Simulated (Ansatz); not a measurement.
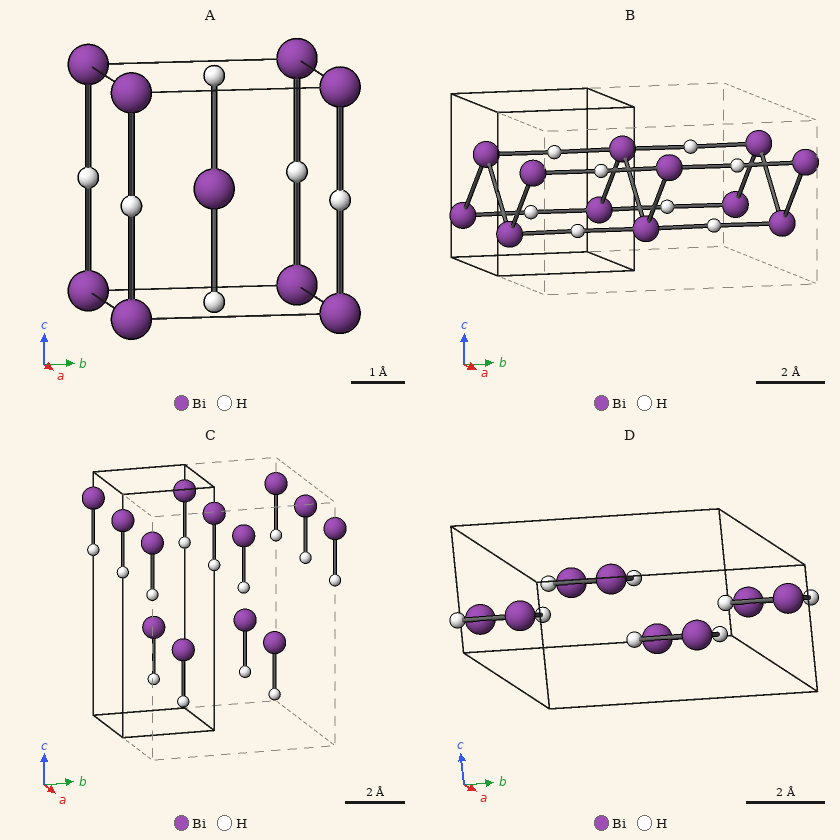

Four structures of BiH, each relaxed to rest (conventional cells in solid outline, small ones repeated, each panel with its own scale). Method: Ansatz, DFT PBE, scalar-relativistic, plane waves, PAW, without spin polarisation.

Question: Give the type and space group of each panel.

Answer: A: 4 atoms a cell on a body-centred tetragonal lattice, I4/mmm; B: 4 atoms a cell on a primitive orthorhombic lattice, Pmma; C: 4 atoms a cell on a body-centred tetragonal lattice, I4mm; D: 8 atoms a cell on a base-centred monoclinic lattice, C2/m.

Question: Which of these is lowest in energy, and how far above it do the others lie?

Answer: C, then B (+63 meV/atom), D (+191 meV/atom) and A (+373 meV/atom), energies at zero smearing.

Question: Collect the results in a table.

Answer:
| panel | structure | E − E(lowest) (meV/atom) | volume (Å³/atom) | gap (eV) |
| --- | --- | --- | --- | --- |
| C | I4mm | 0 | 23.4 | metal |
| B | Pmma | 63 | 23.5 | metal |
| D | C2/m | 191 | 20.8 | metal |
| A | I4/mmm | 373 | 18.2 | metal |

Some of these may be structure types tried for this composition rather than known phases, and the most stable form need not be among them. Gaps are taken on the k-mesh or band path of each run.
